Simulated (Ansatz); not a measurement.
# Ni: starts and ends of a spin-polarised SCF

How much does the result for Ni depend on the starting moments? The same cell is run from several starts. Ni is taken in the measured crystal structure (space group Fm-3m, primitive cell doubled), 2 atoms in the cell. Source: COD entry 2102266, which need not be the ambient phase.

Method: DFT PBE, PAW, plane waves, scalar-relativistic, in Ansatz 0.2.0.

### Step 1. The starting structure

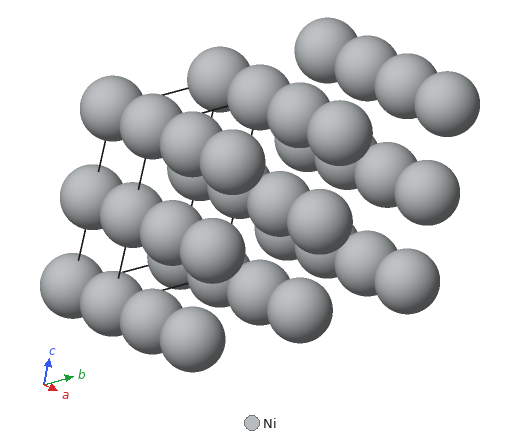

The starting structure, seen slightly off an axis (nickel light grey). 3×2×1 cells are drawn. Atoms on the faces are drawn again on the opposite ones.

As a file:

```xyz
2
Lattice="0.0000 1.7711 1.7711 1.7711 0.0000 1.7711 3.5421 3.5421 0.0000" Properties=species:S:1:pos:R:3 pbc="T T T"
Ni    0.0000    0.0000    0.0000
Ni    1.7711    1.7711    0.0000
```

Atoms are counted from 1 in the order of input.yaml (Ni2 and so on).

First come: parallel moments, plain SCF; opposed moments +-, plain SCF; no spin polarisation; spin on, no moments given (the program may seed its own), plain SCF. What is tried next depends on their ends.

A plain SCF has the search for lower states switched off and ends at the first converged state. 

The total moment includes the space between the atomic spheres.

### Step 2. Parallel moments, plain SCF

Input file input.yaml:

```yaml
crystal:
  lattice:
    - [0.0, 1.77105, 1.77105]
    - [1.77105, 0.0, 1.77105]
    - [3.5421, 3.5421, 0.0]
  atoms:
    - { symbol: Ni, position: [0.0, 0.0, 0.0], spin: 2.0 }
    - { symbol: Ni, position: [0.0, 0.0, 0.5], spin: 2.0 }
magnetization:
  spin_polarized: true
hamiltonian:
  xc: pbe
  pseudopotentials: { kind: paw }
basis:
  ecutwfc: 420
kpoints:
  mp_grid: { grid: [12, 12, 6] }
scf:
  occupations: { method: fermi_dirac, width: 0.1 }
  lower_state_search: "off"
output:
  forces: true
  stress: true
```

Log (excerpt; [...] marks lines left out):

```text
[...]
Pseudopotentials: kind: paw
Pseudopotential: Ni, paw, valence charge 18, recommended cutoff 420 eV (normal), Ni.paw.azcp
Functional definition: PBE
[...]
Crystal: 2 atoms, lattice volume = 22.220 Å³
Basis set: ecut = 420 eV, 457 PW (Γ), exchange–correlation on 36×36×72 points (8 copies of the dense FFT grid, shifted against one another)
Bands: 24, of which v1, the nominal top of the filled ones, is band 18 counted from 1 (17 counted from 0)
Symmetry: 24 space group operations
Space group: Fm-3m (ITA 225), of the structure as read, at distance tolerance 2.8e-5 Å
Magnetic group: BNS 225.116 (UNI 1618), of the structure as read, at distance tolerance 2.8e-5 Å
k-points: 98 of 864
[...]
Starting moments: Σ|m| = 4 μB on 2 of 2 sites
[...]
SCF iter   1: F=—  HF=-11678.936311 eV  |F-HF|=—  |Δ(HF+E_count)|=         —  Δρ=1.27e-1 (↑1.13e-1 ↓1.27e-1)  dr2=2.64e-2  dr2_m=2.93e0  M=1.878 μB ∫|m|=2.087 μB  β_m=0.30  ethr=7.35e-5  ⟨swp⟩=1.0  Hψ=23288  notcnv=0
[...]
spin-set hold released at iteration 1 (the charge has settled, or the pull on large starting moments outlasts its swing): the magnetisation degrees of freedom join the quasi-Newton model from the next iteration; the mixer history was flushed
[...]
SCF iter  10: F=-11679.491780 eV  HF=-11679.491780 eV  |F-HF|=2.51e-10  |Δ(HF+E_count)|=   3.17e-9  Δρ=5.89e-6 (↑4.73e-6 ↓5.89e-6)  dr2=4.00e-10  dr2_m=5.41e-9  M=1.314 μB ∫|m|=1.499 μB  ethr=2.53e-11  ⟨swp⟩=2.0  Hψ=14198  notcnv=0
[...]
SCF converged after 10 iterations
Magnetization: 1.3136 μB (18.6568 up, 17.3432 down)
Absolute magnetization: 1.5011 μB (∫|ρ↑−ρ↓|, with the PAW one-centre terms)
Spin contamination: 0.0150 ħ² per cell (⟨S²⟩ above its minimum at these occupations)
Per-site moments (μB) at R_I (Å): [(0.6964988431785682, 1.033165208476859), (0.6964988431785682, 1.033165208476859)]
Free energy (F): -11679.491780 eV
[...]
E sigma→0 (E₀):  -11679.437463 eV
Entropy (-TS):   -0.108633 eV (-54.317 meV/atom)
Fermi energy:    17.701140 eV
[...]
--- Forces (eV/Å), atoms counted from 1 ---
  atom   1  Ni     0.00000000     0.00000000    -0.00000000
  atom   2  Ni     0.00000000     0.00000000    -0.00000000
[...]
--- Stress (GPa, compression-positive) ---
       -3.257558      -0.000026       0.000026
       -0.000026      -3.257558       0.000026
        0.000026       0.000026      -3.257558
  P = ⅓ Tr σ = -3.2576 GPa (-32.576 kbar)
```

It took 3.2 s on 2 threads of an Arm CPU, shared host; peak memory 0.34 GiB.

End: ferromagnetic, site moments Ni1 0.70, Ni2 0.70 μB, total 1.31 μB per cell, no gap on the k-mesh.

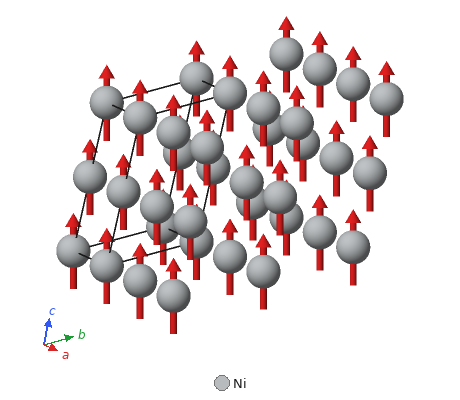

The moments of this state as arrows, longer for larger moments (red one way, blue the other). Without spin-orbit coupling their common direction is free.

### Step 3. Opposed moments +-, plain SCF

Changes to input.yaml since step 2:

```diff
@@ -7,3 +7,3 @@
     - { symbol: Ni, position: [0.0, 0.0, 0.0], spin: 2.0 }
-    - { symbol: Ni, position: [0.0, 0.0, 0.5], spin: 2.0 }
+    - { symbol: Ni, position: [0.0, 0.0, 0.5], spin: -2.0 }
 magnetization:
```

Log (excerpt; [...] marks lines left out):

```text
[... 11 lines as in an earlier run ...]
Symmetry: 12 space group operations
Space group: R-3m (ITA 166), of the structure as read, at distance tolerance 2.8e-5 Å
Magnetic group: BNS 166.102 (UNI 1332), of the structure as read, at distance tolerance 2.8e-5 Å
[... 5 lines as in an earlier run ...]
Starting moments: Σ|m| = 4 μB on 2 of 2 sites
Starting magnetic order: antiferromagnet; a translation exchanges its spin sublattices: spin-degenerate at every k-point
[... 2 lines as in an earlier run ...]
spin-down is spin-up translated by (0, 0, 0.5): one eigenproblem is solved per k-point and the antiferromagnetic symmetry of the starting moments is kept exactly by this SCF (crystal.symmetry.spin_inversion_symmetry: false solves both channels; [...]
SCF iter   1: F=—  HF=-11678.717584 eV  |F-HF|=—  |Δ(HF+E_count)|=         —  Δρ=1.32e-1 (↑1.32e-1 ↓1.32e-1)  dr2=6.17e-2  dr2_m=3.50e0  M=0.000 μB ∫|m|=1.935 μB  β_m=0.30  ethr=1.72e-4  ⟨swp⟩=1.2  Hψ=11746  notcnv=0
[...]
[... 1 line as in an earlier run ...]
[...]
WARN: the starting moments were not kept: the SCF closed with an absolute magnetisation of 5.6e-5 μB, where they sum to 4 μB in size (2 sites). That is at most 0.1 of that sum. Measured as dr2_m measures the in/out step, that magnetisation stands 4.4e-9 eV from none, at or under the [...]
SCF converged after 16 iterations
Magnetization: 0.0000 μB (18.0000 up, 18.0000 down)
Absolute magnetization: 0.0001 μB (∫|ρ↑−ρ↓|, with the PAW one-centre terms)
Spin contamination: 0.0000 ħ² per cell (⟨S²⟩ above its minimum at these occupations)
Per-site moments (μB) at R_I (Å): [(2.7737737743493705e-5, 1.033165208476859), (-2.7737737743493705e-5, 1.033165208476859)]
Free energy (F): -11679.424894 eV
[...]
E sigma→0 (E₀):  -11679.339356 eV
Entropy (-TS):   -0.171074 eV (-85.537 meV/atom)
Fermi energy:    17.543335 eV
[...]
--- Forces (eV/Å), atoms counted from 1 ---
  atom   1  Ni     0.00000000     0.00000000     0.00000000
  atom   2  Ni    -0.00000000    -0.00000000     0.00000000
[...]
--- Stress (GPa, compression-positive) ---
       -4.525495      -0.000005       0.000005
       -0.000005      -4.525495       0.000005
        0.000005       0.000005      -4.525495
  P = ⅓ Tr σ = -4.5255 GPa (-45.255 kbar)
```

Run time: 2.7 s. Hardware: 2 threads of an Arm CPU, shared host; peak memory 0.34 GiB.

Result: non-magnetic, no gap on the k-mesh. Against step 2, the lowest until now, it is 33.4 meV/atom higher.

### Step 4. No spin polarisation

Changes to input.yaml since step 3:

```diff
@@ -6,6 +6,4 @@
   atoms:
-    - { symbol: Ni, position: [0.0, 0.0, 0.0], spin: 2.0 }
-    - { symbol: Ni, position: [0.0, 0.0, 0.5], spin: -2.0 }
-magnetization:
-  spin_polarized: true
+    - { symbol: Ni, position: [0.0, 0.0, 0.0] }
+    - { symbol: Ni, position: [0.0, 0.0, 0.5] }
 hamiltonian:
```

Log (excerpt; [...] marks lines left out):

```text
[... 10 lines as in an earlier run ...]
Bands: 22, of which v1, the nominal top of the filled ones, is band 18 counted from 1 (17 counted from 0)
[... 6 lines as in an earlier run ...]
[...]
[... 2 lines as in an earlier run ...]
SCF iter   1: F=—  HF=-11679.424616 eV  |F-HF|=—  |Δ(HF+E_count)|=         —  Δρ=1.59e-3  dr2=2.22e-4  ethr=1.77e-3  ⟨swp⟩=4.5  Hψ=7857  notcnv=0
[...]
SCF iter   6: F=-11679.424894 eV  HF=-11679.424894 eV  |F-HF|=1.79e-9  |Δ(HF+E_count)|=   1.27e-9  Δρ=4.73e-6  dr2=1.90e-9  ethr=3.15e-11  ⟨swp⟩=2.2  Hψ=6553  notcnv=0
[...]
SCF converged after 6 iterations
Free energy (F): -11679.424894 eV
[...]
E sigma→0 (E₀):  -11679.339356 eV
Entropy (-TS):   -0.171074 eV (-85.537 meV/atom)
Fermi energy:    17.543317 eV
[... 24 lines left out: energy terms, forces, stress ...]
```

Run time: 1.1 s. Hardware: 2 threads of an Arm CPU, shared host; peak memory 0.31 GiB.

Nothing new: the 6 iterations lead to the state found in step 3 (non-magnetic).

### Step 5. Spin on, no moments given (the program may seed its own), plain SCF

Changes to input.yaml since step 4:

```diff
@@ -21 +21,3 @@
   stress: true
+magnetization:
+  spin_polarized: true
```

Log (excerpt; [...] marks lines left out):

```text
band count auto-derived: 24 (N_el = 36.0; filled up to band 18; 22 by the electrons, moments and atoms)
[... 20 lines as in an earlier run ...]
[...]
SCF iter   1: F=—  HF=-11678.077648 eV  |F-HF|=—  |Δ(HF+E_count)|=         —  Δρ=1.76e-1 (↑1.76e-1 ↓1.74e-1)  dr2=1.16e-2  dr2_m=6.23e0  M=2.520 μB ∫|m|=2.520 μB  ethr=4.64e-4  ⟨swp⟩=1.3  Hψ=11778  notcnv=0
[...]
SCF iter  10: F=-11679.491780 eV  HF=-11679.491780 eV  |F-HF|=8.91e-11  |Δ(HF+E_count)|=   3.53e-8  Δρ=6.52e-6 (↑2.74e-6 ↓6.52e-6)  dr2=1.77e-9  dr2_m=4.07e-9  M=1.314 μB ∫|m|=1.499 μB  ethr=2.78e-10  ⟨swp⟩=3.0  Hψ=16816  notcnv=0
[...]
SCF converged after 10 iterations
Magnetization: 1.3136 μB (18.6568 up, 17.3432 down)
Absolute magnetization: 1.5011 μB (∫|ρ↑−ρ↓|, with the PAW one-centre terms)
Spin contamination: 0.0150 ħ² per cell (⟨S²⟩ above its minimum at these occupations)
Per-site moments (μB) at R_I (Å): [(0.696511247485341, 1.033165208476859), (0.696511247485341, 1.033165208476859)]
Free energy (F): -11679.491780 eV
[...]
E sigma→0 (E₀):  -11679.437465 eV
Entropy (-TS):   -0.108630 eV (-54.315 meV/atom)
Fermi energy:    17.701166 eV
[... 24 lines left out: energy terms, forces, stress ...]
```

Wall time 3 s (2 threads of an Arm CPU, shared host); peak memory 0.34 GiB.

Nothing new: the 10 iterations lead to the state found in step 2 (ferromagnetic).

### Step 6. Parallel moments scaled by 0.1, plain SCF

Changes to input.yaml since step 5:

```diff
@@ -6,4 +6,6 @@
   atoms:
-    - { symbol: Ni, position: [0.0, 0.0, 0.0] }
-    - { symbol: Ni, position: [0.0, 0.0, 0.5] }
+    - { symbol: Ni, position: [0.0, 0.0, 0.0], spin: 0.2 }
+    - { symbol: Ni, position: [0.0, 0.0, 0.5], spin: 0.2 }
+magnetization:
+  spin_polarized: true
 hamiltonian:
@@ -21,3 +23 @@
   stress: true
-magnetization:
-  spin_polarized: true
```

Log (excerpt; [...] marks lines left out):

```text
[... 10 lines as in an earlier run ...]
Bands: 23, of which v1, the nominal top of the filled ones, is band 18 counted from 1 (17 counted from 0)
[... 8 lines as in an earlier run ...]
Starting moments: Σ|m| = 0.4 μB on 2 of 2 sites
[... 2 lines as in an earlier run ...]
[...]
SCF iter   1: F=—  HF=-11679.444394 eV  |F-HF|=—  |Δ(HF+E_count)|=         —  Δρ=3.25e-2 (↑3.25e-2 ↓1.22e-2)  dr2=1.66e-1  dr2_m=3.61e-2  M=0.492 μB ∫|m|=0.509 μB  β_m=1.00  ethr=4.61e-4  ⟨swp⟩=1.0  Hψ=22405  notcnv=0
[...]
spin-set hold released at iteration 11 (site moments contracting): the magnetisation degrees of freedom join the quasi-Newton model from the next iteration; the mixer history was flushed
[...]
SCF iter  18: F=-11679.491780 eV  HF=-11679.491780 eV  |F-HF|=1.07e-10  |Δ(HF+E_count)|=   6.57e-9  Δρ=9.17e-7 (↑9.17e-7 ↓6.37e-7)  dr2=1.50e-10  dr2_m=5.88e-11  M=1.314 μB ∫|m|=1.500 μB  ethr=1.11e-12  ⟨swp⟩=1.1  Hψ=13460  notcnv=0
[...]
SCF converged after 18 iterations
Magnetization: 1.3136 μB (18.6568 up, 17.3432 down)
Absolute magnetization: 1.5011 μB (∫|ρ↑−ρ↓|, with the PAW one-centre terms)
Spin contamination: 0.0150 ħ² per cell (⟨S²⟩ above its minimum at these occupations)
Per-site moments (μB) at R_I (Å): [(0.6965270641844711, 1.033165208476859), (0.6965270641844711, 1.033165208476859)]
Free energy (F): -11679.491780 eV
[...]
E sigma→0 (E₀):  -11679.437465 eV
Entropy (-TS):   -0.108630 eV (-54.315 meV/atom)
Fermi energy:    17.701164 eV
[... 24 lines left out: energy terms, forces, stress ...]
```

It took 4.6 s on 2 threads of an Arm CPU, shared host; peak memory 0.34 GiB.

Nothing new: the 18 iterations lead to the state found in step 2 (ferromagnetic).

### Step 7. Moments ++ scaled by 0.5, plain SCF

Changes to input.yaml since step 6:

```diff
@@ -6,4 +6,4 @@
   atoms:
-    - { symbol: Ni, position: [0.0, 0.0, 0.0], spin: 0.2 }
-    - { symbol: Ni, position: [0.0, 0.0, 0.5], spin: 0.2 }
+    - { symbol: Ni, position: [0.0, 0.0, 0.0], spin: 1.0 }
+    - { symbol: Ni, position: [0.0, 0.0, 0.5], spin: 1.0 }
 magnetization:
```

Log (excerpt; [...] marks lines left out):

```text
[... 19 lines as in an earlier run ...]
Starting moments: Σ|m| = 2 μB on 2 of 2 sites
[... 2 lines as in an earlier run ...]
[...]
SCF iter   1: F=—  HF=-11679.429923 eV  |F-HF|=—  |Δ(HF+E_count)|=         —  Δρ=3.55e-2 (↑1.40e-2 ↓3.55e-2)  dr2=1.15e-1  dr2_m=8.47e-2  M=1.421 μB ∫|m|=1.504 μB  β_m=0.30  ethr=3.19e-4  ⟨swp⟩=1.0  Hψ=22407  notcnv=0
[...]
spin-set hold released at iteration 7 (site moments contracting): the magnetisation degrees of freedom join the quasi-Newton model from the next iteration; the mixer history was flushed
[...]
SCF iter  13: F=-11679.491780 eV  HF=-11679.491780 eV  |F-HF|=8.82e-9  |Δ(HF+E_count)|=   3.61e-8  Δρ=4.50e-6 (↑4.28e-6 ↓4.50e-6)  dr2=8.63e-9  dr2_m=1.66e-10  M=1.314 μB ∫|m|=1.500 μB  ethr=3.78e-11  ⟨swp⟩=2.3  Hψ=14908  notcnv=0
[...]
SCF converged after 13 iterations
Magnetization: 1.3136 μB (18.6568 up, 17.3432 down)
Absolute magnetization: 1.5011 μB (∫|ρ↑−ρ↓|, with the PAW one-centre terms)
Spin contamination: 0.0150 ħ² per cell (⟨S²⟩ above its minimum at these occupations)
Per-site moments (μB) at R_I (Å): [(0.6965330600658569, 1.033165208476859), (0.6965330600658569, 1.033165208476859)]
Free energy (F): -11679.491780 eV
[...]
E sigma→0 (E₀):  -11679.437465 eV
Entropy (-TS):   -0.108630 eV (-54.315 meV/atom)
Fermi energy:    17.701218 eV
[... 24 lines left out: energy terms, forces, stress ...]
```

It took 3.7 s on 2 threads of an Arm CPU, shared host; peak memory 0.34 GiB.

The run ends in the same state as step 2 (ferromagnetic); it took 13 iterations.

### Step 8. A moment on one site alone, plain SCF

Changes to input.yaml since step 7:

```diff
@@ -6,4 +6,4 @@
   atoms:
-    - { symbol: Ni, position: [0.0, 0.0, 0.0], spin: 1.0 }
-    - { symbol: Ni, position: [0.0, 0.0, 0.5], spin: 1.0 }
+    - { symbol: Ni, position: [0.0, 0.0, 0.0], spin: 2.0 }
+    - { symbol: Ni, position: [0.0, 0.0, 0.5] }
 magnetization:
```

Log (excerpt; [...] marks lines left out):

```text
[... 13 lines as in an earlier run ...]
Magnetic group: BNS 166.97 (UNI 1327), of the structure as read, at distance tolerance 2.8e-5 Å
[... 5 lines as in an earlier run ...]
Starting moments: Σ|m| = 2 μB on 1 of 2 sites
[... 2 lines as in an earlier run ...]
SCF iter   1: F=—  HF=-11679.297232 eV  |F-HF|=—  |Δ(HF+E_count)|=         —  Δρ=1.09e-1 (↑1.09e-1 ↓3.87e-2)  dr2=3.04e0  dr2_m=6.35e-1  M=1.417 μB ∫|m|=1.527 μB  β_m=0.30  ethr=3.10e-3  ⟨swp⟩=4.6  Hψ=16321  notcnv=0
[...]
spin-set hold released at iteration 5 (the charge has settled, or the pull on large starting moments outlasts its swing): the magnetisation degrees of freedom join the quasi-Newton model from the next iteration; the mixer history was flushed
[...]
SCF iter  21: F=-11679.491780 eV  HF=-11679.491780 eV  |F-HF|=3.04e-8  |Δ(HF+E_count)|=   3.18e-8  Δρ=1.07e-5 (↑3.93e-6 ↓1.07e-5)  dr2=3.31e-8  dr2_m=2.78e-9  M=1.314 μB ∫|m|=1.500 μB  ethr=2.78e-10  ⟨swp⟩=3.0  Hψ=16915  notcnv=0
[...]
SCF converged after 21 iterations
Magnetization: 1.3136 μB (18.6568 up, 17.3432 down)
Absolute magnetization: 1.5012 μB (∫|ρ↑−ρ↓|, with the PAW one-centre terms)
Spin contamination: 0.0150 ħ² per cell (⟨S²⟩ above its minimum at these occupations)
Per-site moments (μB) at R_I (Å): [(0.6965162435349161, 1.033165208476859), (0.6965548289967287, 1.033165208476859)]
Free energy (F): -11679.491780 eV
[...]
E sigma→0 (E₀):  -11679.437465 eV
Entropy (-TS):   -0.108629 eV (-54.314 meV/atom)
Fermi energy:    17.701109 eV
[... 24 lines left out: energy terms, forces, stress ...]
```

It took 4.5 s on 2 threads of an Arm CPU, shared host; peak memory 0.34 GiB.

This is the state of step 2 again (ferromagnetic), after 21 iterations.

### Step 9. Parallel moments, Broyden mixing, no switch to direct minimisation

Changes to input.yaml since step 8:

```diff
@@ -7,3 +7,3 @@
     - { symbol: Ni, position: [0.0, 0.0, 0.0], spin: 2.0 }
-    - { symbol: Ni, position: [0.0, 0.0, 0.5] }
+    - { symbol: Ni, position: [0.0, 0.0, 0.5], spin: 2.0 }
 magnetization:
@@ -20,2 +20,4 @@
   lower_state_search: "off"
+  algorithm: density_mixing
+  mixing: { algorithm: broyden, beta: 0.3 }
 output:
```

Log (excerpt; [...] marks lines left out):

```text
[... 19 lines as in an earlier run ...]
Starting moments: Σ|m| = 4 μB on 2 of 2 sites
[... 3 lines as in an earlier run ...]
SCF iter   1: F=—  HF=-11678.936311 eV  |F-HF|=—  |Δ(HF+E_count)|=         —  Δρ=1.27e-1 (↑1.13e-1 ↓1.27e-1)  dr2=2.64e-2  dr2_m=2.93e0  M=1.878 μB ∫|m|=2.087 μB  β_m=0.57  ethr=7.35e-5  ⟨swp⟩=1.0  Hψ=23288  notcnv=0
[...]
[... 1 line as in an earlier run ...]
[...]
SCF iter  15: F=-11679.491780 eV  HF=-11679.491780 eV  |F-HF|=2.78e-8  |Δ(HF+E_count)|=   6.04e-7  Δρ=2.76e-6 (↑1.17e-6 ↓2.76e-6)  dr2=3.94e-10  dr2_m=7.72e-10  M=1.313 μB ∫|m|=1.499 μB  ethr=1.00e-12  ⟨swp⟩=4.0  Hψ=15665  notcnv=0
[...]
this state was not tested for a lower state beside it, because the mixer in use, unlike msr1, does not test its closes by its own steps (another_mixer; see scf.mixing.algorithm and scf.lower_state_search)
SCF converged after 15 iterations
Magnetization: 1.3135 μB (18.6567 up, 17.3433 down)
Absolute magnetization: 1.5009 μB (∫|ρ↑−ρ↓|, with the PAW one-centre terms)
Spin contamination: 0.0150 ħ² per cell (⟨S²⟩ above its minimum at these occupations)
Per-site moments (μB) at R_I (Å): [(0.6964432529150767, 1.033165208476859), (0.6964432529150767, 1.033165208476859)]
Free energy (F): -11679.491780 eV
[...]
E sigma→0 (E₀):  -11679.437460 eV
Entropy (-TS):   -0.108640 eV (-54.320 meV/atom)
Fermi energy:    17.701101 eV
[... 24 lines left out: energy terms, forces, stress ...]
```

Wall time 4.2 s (2 threads of an Arm CPU, shared host); peak memory 0.34 GiB.

This is the state of step 2 again (ferromagnetic), after 15 iterations.

### Step 10. The runs side by side

| step | iterations | state | moments of Ni1 Ni2 (μB) | total (μB) | gap (eV) | pressure (GPa) | above lowest (meV/atom) |
| --- | --- | --- | --- | --- | --- | --- | --- |
| 2 | 10 | 1 | 0.70 0.70 | 1.31 | none | -3.3 | 0.0 |
| 3 | 16 | 2 | 0.00 0.00 | 0.00 | none | -4.5 | 33.4 |
| 4 | 6 | 2 | 0.00 0.00 | 0.00 | none | -4.5 | 33.4 |
| 5 | 10 | 1 | 0.70 0.70 | 1.31 | none | -3.3 | 0.0 |
| 6 | 18 | 1 | 0.70 0.70 | 1.31 | none | -3.3 | 0.0 |
| 7 | 13 | 1 | 0.70 0.70 | 1.31 | none | -3.3 | 0.0 |
| 8 | 21 | 1 | 0.70 0.70 | 1.31 | none | -3.3 | 0.0 |
| 9 | 15 | 1 | 0.70 0.70 | 1.31 | none | -3.3 | 0.0 |

States are numbered from the lowest. Starts by step: 2 parallel moments, plain SCF; 3 opposed moments +-, plain SCF; 4 no spin polarisation; 5 spin on, no moments given (the program may seed its own), plain SCF; 6 parallel moments scaled by 0.1, plain SCF; 7 moments ++ scaled by 0.5, plain SCF; 8 a moment on one site alone, plain SCF; 9 parallel moments, Broyden mixing, no switch to direct minimisation.

The 8 runs of this session took 27 s in all, from 1.1 s to 4.6 s each.

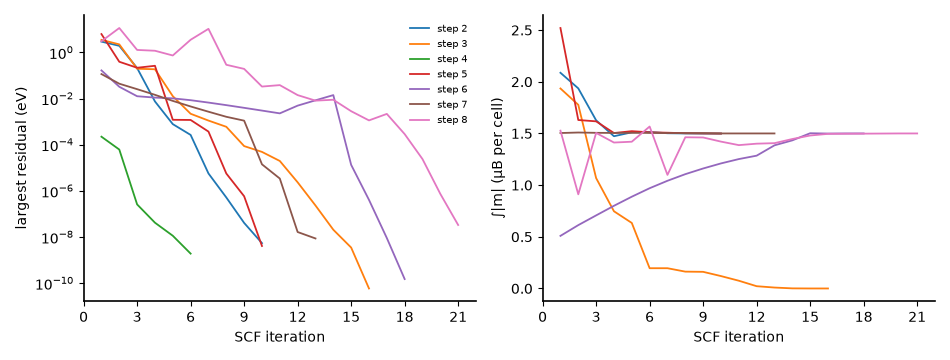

Residual and absolute moment along the iterations (7 of the 8 runs).

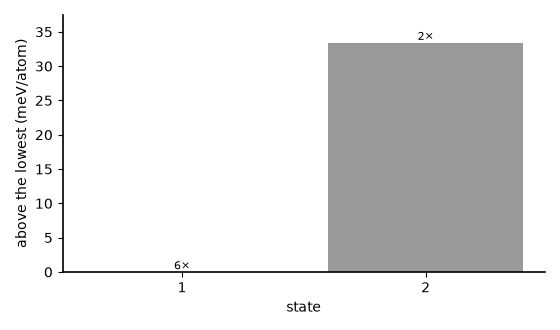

Energy of each distinct state, with the number of starts that reached it (red ferromagnetic, blue opposed moments, grey non-magnetic, green other).

### Step 11. Outcome

| quantity | value |
| --- | --- |
| distinct states | 2 from 8 converged runs |
| lowest state from plain starts | ferromagnetic |
| its moments | Ni1 0.70, Ni2 0.70 μB |
| total moment | 1.31 μB per cell |
| gap on the k-mesh | none |
| pressure | -3.3 GPa |
| largest force | 0.000 eV/Å |
| next state | non-magnetic, 33.4 meV/atom higher |

**Reading.** 8 runs converged, to 2 different states. Switching spin polarisation off costs 33.4 meV/atom in free energy, smearing entropy included. The search isn't exhaustive: larger magnetic cells and non-collinear orders weren't tried.
